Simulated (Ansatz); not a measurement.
# Ir: geometry relaxation (part 1 of 2)

The run: geometry relaxation of Ir (P6₃/mmc, 2 atoms in the cell). Method and program: DFT PBEsol, scalar-relativistic, plane waves, PAW, no spin polarisation (Ansatz 0.2.0).

The structure derives from a Materials Project entry. Figures and captions count atoms from 1; the log counts them from 0 in places.

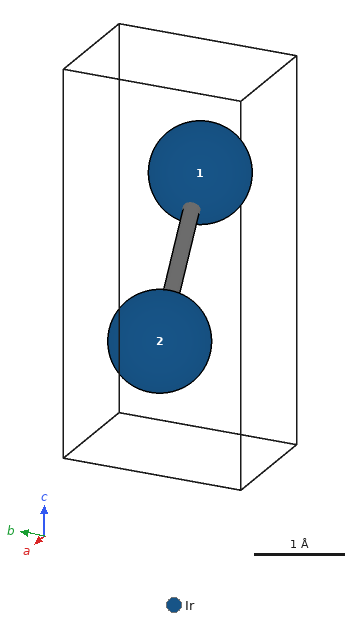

Fig. 1: The input geometry (ball-and-stick view of the cell of the calculation, seen at an oblique angle; atoms are numbered from 1 in the order of the input). An atom can appear more than once, as a periodic image. Near neighbours in the periodic cell (some may lie outside the picture): Ir has 12 Ir at 2.71 Å.

**Input**
```yaml
crystal:
  lattice:
    - [2.7146954477, 0.0, 0.0]
    - [-1.3573477238, 2.3509952212, 0.0]
    - [0.0, 0.0, 4.4174029701]
  atoms:
    - { symbol: Ir, position: [0.6666666667, 0.3333333333, 0.75] }
    - { symbol: Ir, position: [0.3333333333, 0.6666666667, 0.25] }
basis:
  ecutwfc: 420
kpoints:
  mp_grid: { grid: [18, 18, 10] }
hamiltonian:
  xc: pbesol
scf:
  occupations: { method: gaussian, width: 0.1 }
output:
  forces: true
  stress: true
  eigenvalues: true
  write_density: true
  write_potential: true
  elf: true
  volumetric_format: npy
relax:
  adjacent_minimum: "off"
  f_tol: 0.005
  max_steps: 80
  cell: { stress_tol: 0.05 }
```

Launched with:
```bash
ansatz run input.yaml --threads 1 --pin off --max-ram 2560MiB --backend cpu --events-out ev --progress --plain --runs-dir out
```

**What the program printed**
```
Engine: ansatz 0.2.0, x86_64-unknown-linux-gnu
Pseudopotentials: kind: paw
Pseudopotential: Ir, paw, valence charge 17, recommended cutoff 420 eV (normal), Ir.paw.azcp
Functional definition: PBEsol
  exchange = pbesol_x
  correlation = pbesol_c
Crystal: 2 atoms, lattice volume = 28.193 Å³
Basis set: ecut = 420 eV, 549 PW (Γ), exchange–correlation on 40×40×60 points (8 copies of the dense FFT grid, shifted against one another)
Bands: 21, of which v1, the nominal top of the filled ones, is band 17 counted from 1 (16 counted from 0)
Symmetry: 24 space group operations
Space group: P63/mmc (ITA 194), of the structure as read, at distance tolerance 3.0e-5 Å
k-points: 222 of 3240
Non-local potential: Ir, projectors of the file, l = 0: 3, l = 1: 2, l = 2: 2, l = 3: 1
PAW form: soft (Blöchl's): semilocal exchange-correlation on the pseudo side does not see the compensation charge
PAW frozen core: Ir, regenerated for the run's functional, and the local potential with it (the file was generated under x = pbe(κ = 0.804, μ = 0.2195149727645171), c = pbe(β = 0.06672455060314922))
PAW one-centre angular grid: Ir, 590 points (default); XC on 64 Gauss nodes
Initial density: superposition of atomic densities (neutral atoms: chi_scale 0, normalization atom), corrected by the library's trained network
Initial wavefunctions: pseudopotential atomic-orbital guess
Functional: x = pbesol(κ = 0.804, μ = 0.12345679012345678), c = pbesol(β = 0.046)
SCF iter   1: F=—  HF=-23597.921142 eV  |F-HF|=—  |Δ(HF+E_count)|=         —  Δρ=1.05e-2  dr2=1.62e-2  ethr=1.77e-3  ⟨swp⟩=4.6  Hψ=17930  notcnv=0
preconditioner: auto → none  [metal: Δε(μ)=0.018 eV  Ē_g=8.120 eV  σ=0.100 eV  W_gap=0.10  n_scr=8 (ndim 8)  ℏωp=29.7 eV  f_vac=0.000  D(μ)=1.99/eV (n_scr^D=22)  sad-step TF]
SCF iter   2: F=—  HF=-23597.920632 eV  |F-HF|=—  |Δ(HF+E_count)|=   5.10e-4  Δρ=5.98e-3  dr2=5.23e-3  ethr=4.77e-5  ⟨swp⟩=1.5  Hψ=7312  notcnv=0
SCF iter   3: F=—  HF=-23597.920115 eV  |F-HF|=—  |Δ(HF+E_count)|=   5.17e-4  Δρ=3.23e-4  dr2=1.49e-5  ethr=1.54e-5  ⟨swp⟩=2.0  Hψ=6502  notcnv=0
SCF iter   4: F=—  HF=-23597.920139 eV  |F-HF|=—  |Δ(HF+E_count)|=   2.36e-5  Δρ=4.69e-5  dr2=4.59e-7  ethr=4.39e-8  ⟨swp⟩=2.0  Hψ=6689  notcnv=0
iter 5 did not close the SCF: its close was put off for the readings that it lacked (scf_convergence_deferred on its scf_iter line)
SCF iter   5: F=-23597.920139 eV  HF=-23597.920139 eV  |F-HF|=9.17e-10  |Δ(HF+E_count)|=   8.60e-8  Δρ=6.12e-6  dr2=3.12e-9  ethr=1.35e-9  ⟨swp⟩=2.4  Hψ=7441  notcnv=0
SCF iter   6: F=-23597.920139 eV  HF=-23597.920139 eV  |F-HF|=1.09e-10  |Δ(HF+E_count)|=  4.26e-10  Δρ=1.17e-6  dr2=1.82e-10  ethr=9.18e-12  ⟨swp⟩=4.8  Hψ=25435  notcnv=0
SCF 1 converged in 6 iterations: F = -23597.920139 eV  dr2 = 1.82e-10
  greatest PAW one-centre occupation: 1.000 electrons in one spin orbital (limit 2), on the Ir atom at site 1 (counted from 0), in its partial waves of l = 0
relax step   1: F+E_penalty+E_count = -23597.92013888 eV  Δ(F+E_penalty+E_count) = +0.000e0 eV  max|allowed force component| = 8.789e-17 eV/Å  Δτ_max = 0.0000 Å  P = +0.387 GPa  Ω = 28.193 Å³  (6 SCF iters, dr2 threshold 1.00e-7 eV, accepted)
Crystal: 2 atoms, lattice volume = 28.277 Å³
Initial density: handed on by an earlier stage of this run
Initial wavefunctions: those handed on with the density
iter 1 solved again at ethr=1.19e-7 eV; its pass at ethr=3.10e-3 eV (dr2=4.04e-5 eV) is discarded
SCF iter   1: F=—  HF=-23597.920188 eV  |F-HF|=—  |Δ(HF+E_count)|=         —  Δρ=6.82e-4  dr2=3.99e-5  ethr=1.19e-7  ⟨swp⟩=2.5  Hψ=26335  notcnv=0
preconditioner: auto → none  [metal: Δε(μ)=0.003 eV  Ē_g=8.082 eV  σ=0.100 eV  W_gap=0.02  n_scr=8 (ndim 8)  ℏωp=29.6 eV  f_vac=0.000  D(μ)=1.99/eV (n_scr^D=22)]
SCF iter   2: F=—  HF=-23597.920199 eV  |F-HF|=—  |Δ(HF+E_count)|=   1.04e-5  Δρ=3.13e-4  dr2=6.86e-6  ethr=1.17e-7  ⟨swp⟩=1.1  Hψ=4681  notcnv=0
iter 3 did not close the SCF: its close was put off for the readings that it lacked (scf_convergence_deferred on its scf_iter line)
SCF iter   3: F=-23597.920197 eV  HF=-23597.920197 eV  |F-HF|=6.87e-8  |Δ(HF+E_count)|=   1.32e-6  Δρ=3.04e-5  dr2=1.20e-7  ethr=2.02e-8  ⟨swp⟩=1.2  Hψ=4985  notcnv=0
iter 4 did not close the SCF: its close was put off for the readings that it lacked (scf_convergence_deferred on its scf_iter line)
SCF iter   4: F=-23597.920197 eV  HF=-23597.920197 eV  |F-HF|=3.75e-10  |Δ(HF+E_count)|=   2.53e-8  Δρ=6.00e-6  dr2=1.98e-9  ethr=3.54e-10  ⟨swp⟩=2.6  Hψ=8109  notcnv=0
iter 5 did not close the SCF: its close was put off for the readings that it lacked (scf_convergence_deferred on its scf_iter line)
SCF iter   5: F=-23597.920197 eV  HF=-23597.920197 eV  |F-HF|=7.28e-12  |Δ(HF+E_count)|=  5.06e-10  Δρ=7.00e-7  dr2=4.09e-11  ethr=5.82e-12  ⟨swp⟩=1.9  Hψ=6534  notcnv=0
SCF iter   6: F=-23597.920197 eV  HF=-23597.920197 eV  |F-HF|=1.09e-11  |Δ(HF+E_count)|=  1.82e-11  Δρ=8.07e-8  dr2=6.16e-13  ethr=1.00e-12  ⟨swp⟩=4.0  Hψ=19843  notcnv=0
SCF 2 converged in 6 iterations: F = -23597.920197 eV  dr2 = 6.16e-13
relax step   2: F+E_penalty+E_count = -23597.92019722 eV  Δ(F+E_penalty+E_count) = -5.835e-5 eV  max|allowed force component| = 7.401e-17 eV/Å  Δτ_max = 0.0000 Å  P = -0.715 GPa  Ω = 28.277 Å³  energy of the carried Pulay correction = -3.382e-5 eV  (6 SCF iters, dr2 threshold 2.00e-7 eV, accepted)
Crystal: 2 atoms, lattice volume = 28.220 Å³
iter 1 solved again at ethr=3.42e-8 eV; its pass at ethr=3.10e-3 eV (dr2=1.16e-5 eV) is discarded
SCF iter   1: F=—  HF=-23597.920484 eV  |F-HF|=—  |Δ(HF+E_count)|=         —  Δρ=2.72e-4  dr2=7.04e-6  ethr=3.42e-8  ⟨swp⟩=3.1  Hψ=24703  notcnv=0
preconditioner: auto → none  [metal: Δε(μ)=0.019 eV  Ē_g=8.104 eV  σ=0.100 eV  W_gap=0.11  n_scr=8 (ndim 8)  ℏωp=29.7 eV  f_vac=0.000  D(μ)=1.99/eV (n_scr^D=22)]
SCF iter   2: F=—  HF=-23597.920502 eV  |F-HF|=—  |Δ(HF+E_count)|=   1.80e-5  Δρ=1.24e-4  dr2=1.11e-6  ethr=2.07e-8  ⟨swp⟩=2.2  Hψ=6586  notcnv=0
iter 3 did not close the SCF: its close was put off for the readings that it lacked (scf_convergence_deferred on its scf_iter line)
SCF iter   3: F=-23597.920502 eV  HF=-23597.920502 eV  |F-HF|=9.70e-9  |Δ(HF+E_count)|=   1.48e-7  Δρ=1.45e-5  dr2=2.32e-8  ethr=3.27e-9  ⟨swp⟩=1.1  Hψ=4770  notcnv=0
iter 4 did not close the SCF: its close was put off for the readings that it lacked (scf_convergence_deferred on its scf_iter line)
SCF iter   4: F=-23597.920502 eV  HF=-23597.920502 eV  |F-HF|=6.55e-11  |Δ(HF+E_count)|=   2.62e-9  Δρ=2.42e-6  dr2=3.23e-10  ethr=6.83e-11  ⟨swp⟩=2.3  Hψ=7276  notcnv=0
iter 5 did not close the SCF: its close was put off for the readings that it lacked (scf_convergence_deferred on its scf_iter line)
SCF iter   5: F=-23597.920502 eV  HF=-23597.920502 eV  |F-HF|=7.28e-12  |Δ(HF+E_count)|=  8.37e-11  Δρ=2.05e-7  dr2=4.82e-12  ethr=1.00e-12  ⟨swp⟩=2.0  Hψ=7369  notcnv=0
SCF iter   6: F=-23597.920502 eV  HF=-23597.920502 eV  |F-HF|=0.00e0  |Δ(HF+E_count)|=    0.00e0  Δρ=3.33e-8  dr2=1.37e-13  ethr=1.00e-12  ⟨swp⟩=3.9  Hψ=18694  notcnv=0
SCF 3 converged in 6 iterations: F = -23597.920502 eV  dr2 = 1.37e-13
relax step   3: F+E_penalty+E_count = -23597.92050161 eV  Δ(F+E_penalty+E_count) = -3.044e-4 eV  max|allowed force component| = 5.551e-17 eV/Å  Δτ_max = 0.0000 Å  P = +0.037 GPa  Ω = 28.220 Å³  energy of the carried Pulay correction = -1.023e-5 eV  (6 SCF iters, dr2 threshold 2.00e-7 eV, accepted)
Crystal: 2 atoms, lattice volume = 28.223 Å³
iter 1 solved again at ethr=4.37e-11 eV; its pass at ethr=3.10e-3 eV (dr2=1.48e-8 eV) is discarded
SCF iter   1: F=—  HF=-23597.920481 eV  |F-HF|=—  |Δ(HF+E_count)|=         —  Δρ=1.01e-5  dr2=9.89e-9  ethr=4.37e-11  ⟨swp⟩=3.1  Hψ=24752  notcnv=0
preconditioner: auto → none  [metal: Δε(μ)=0.018 eV  Ē_g=8.103 eV  σ=0.100 eV  W_gap=0.10  n_scr=8 (ndim 8)  ℏωp=29.7 eV  f_vac=0.000  D(μ)=1.99/eV (n_scr^D=22)]
iter 2 did not close the SCF: its close was put off for the readings that it lacked (scf_convergence_deferred on its scf_iter line)
SCF iter   2: F=-23597.920501 eV  HF=-23597.920501 eV  |F-HF|=1.96e-10  |Δ(HF+E_count)|=   1.95e-5  Δρ=4.68e-6  dr2=1.72e-9  ethr=2.91e-11  ⟨swp⟩=2.1  Hψ=6622  notcnv=0
iter 3 did not close the SCF: its close was put off for the readings that it lacked (scf_convergence_deferred on its scf_iter line)
SCF iter   3: F=-23597.920501 eV  HF=-23597.920501 eV  |F-HF|=1.09e-11  |Δ(HF+E_count)|=  8.37e-11  Δρ=4.17e-7  dr2=2.09e-11  ethr=5.06e-12  ⟨swp⟩=2.1  Hψ=6354  notcnv=0
iter 4 did not close the SCF: its close was put off for the readings that it lacked (scf_convergence_deferred on its scf_iter line)
SCF iter   4: F=-23597.920501 eV  HF=-23597.920501 eV  |F-HF|=1.46e-11  |Δ(HF+E_count)|=  1.82e-11  Δρ=1.05e-7  dr2=7.74e-13  ethr=1.00e-12  ⟨swp⟩=1.0  Hψ=4662  notcnv=0
iter 5 did not close the SCF: its close was put off for the readings that it lacked (scf_convergence_deferred on its scf_iter line)
SCF iter   5: F=-23597.920501 eV  HF=-23597.920501 eV  |F-HF|=0.00e0  |Δ(HF+E_count)|=  1.09e-11  Δρ=1.14e-8  dr2=2.07e-14  ethr=1.00e-12  ⟨swp⟩=1.0  Hψ=4662  notcnv=0
SCF iter   6: F=-23597.920501 eV  HF=-23597.920501 eV  |F-HF|=1.09e-11  |Δ(HF+E_count)|=  3.64e-12  Δρ=1.68e-9  dr2=4.79e-16  ethr=1.00e-12  ⟨swp⟩=3.0  Hψ=15453  notcnv=0
SCF 4 converged in 6 iterations: F = -23597.920501 eV  dr2 = 4.79e-16
relax step   4: F+E_penalty+E_count = -23597.92050067 eV  Δ(F+E_penalty+E_count) = +9.404e-7 eV  max|allowed force component| = 1.064e-16 eV/Å  Δτ_max = 0.0000 Å  P = -0.005 GPa  Ω = 28.223 Å³  energy of the carried Pulay correction = -1.159e-5 eV  (6 SCF iters, accepted)
Initial wavefunctions: pseudopotential atomic-orbital guess (no wavefunctions were taken with the density)
iter 1 solved again at ethr=5.70e-9 eV; its pass at ethr=3.10e-3 eV (dr2=1.94e-6 eV) is discarded
SCF iter   1: F=—  HF=-23597.920492 eV  |F-HF|=—  |Δ(HF+E_count)|=         —  Δρ=7.52e-6  dr2=2.47e-9  ethr=5.70e-9  ⟨swp⟩=3.5  Hψ=32417  notcnv=0
SCF iter   2: F=—  HF=-23597.920511 eV  |F-HF|=—  |Δ(HF+E_count)|=   1.95e-5  Δρ=3.17e-6  dr2=3.79e-10  ethr=7.28e-12  ⟨swp⟩=2.2  Hψ=8523  notcnv=0
SCF iter   3: F=—  HF=-23597.920511 eV  |F-HF|=—  |Δ(HF+E_count)|=  1.64e-10  Δρ=6.34e-7  dr2=2.20e-11  ethr=1.12e-12  ⟨swp⟩=2.3  Hψ=6912  notcnv=0
iter 4 did not close the SCF: its close was put off for the readings that it lacked (scf_convergence_deferred on its scf_iter line)
SCF iter   4: F=-23597.920511 eV  HF=-23597.920511 eV  |F-HF|=3.64e-12  |Δ(HF+E_count)|=  7.28e-12  Δρ=1.28e-7  dr2=6.97e-13  ethr=1.00e-12  ⟨swp⟩=1.0  Hψ=4662  notcnv=0
iter 5 did not close the SCF: its close was put off for the readings that it lacked (scf_convergence_deferred on its scf_iter line)
SCF iter   5: F=-23597.920511 eV  HF=-23597.920511 eV  |F-HF|=7.28e-12  |Δ(HF+E_count)|=  1.46e-11  Δρ=2.00e-8  dr2=3.67e-14  ethr=1.00e-12  ⟨swp⟩=1.0  Hψ=4662  notcnv=0
iter 6 did not close the SCF: its close was put off for the readings that it lacked (scf_convergence_deferred on its scf_iter line)
SCF iter   6: F=-23597.920511 eV  HF=-23597.920511 eV  |F-HF|=0.00e0  |Δ(HF+E_count)|=    0.00e0  Δρ=2.04e-9  dr2=1.19e-15  ethr=1.00e-12  ⟨swp⟩=1.0  Hψ=4662  notcnv=0
iter 7 did not close the SCF: its close was put off for the readings that it lacked (scf_convergence_deferred on its scf_iter line)
SCF iter   7: F=-23597.920511 eV  HF=-23597.920511 eV  |F-HF|=1.09e-11  |Δ(HF+E_count)|=  3.64e-12  Δρ=3.13e-10  dr2=1.64e-17  ethr=1.00e-12  ⟨swp⟩=1.0  Hψ=4662  notcnv=0
SCF iter   8: F=-23597.920511 eV  HF=-23597.920511 eV  |F-HF|=3.64e-12  |Δ(HF+E_count)|=  1.09e-11  Δρ=8.37e-11  dr2=2.07e-18  ethr=1.00e-12  ⟨swp⟩=1.3  Hψ=10344  notcnv=0
SCF 5 converged in 8 iterations: F = -23597.920511 eV  dr2 = 2.07e-18
relax step   5: F+E_penalty+E_count = -23597.92051123 eV  Δ(F+E_penalty+E_count) = -1.056e-5 eV  max|allowed force component| = 1.064e-16 eV/Å  Δτ_max = 0.0000 Å  P = -0.006 GPa  Ω = 28.223 Å³  stress off target by 7.95e-3 GPa  SCF on the basis re-selected at this cell (its energy is not comparable with the rows above)  (8 SCF iters)
```
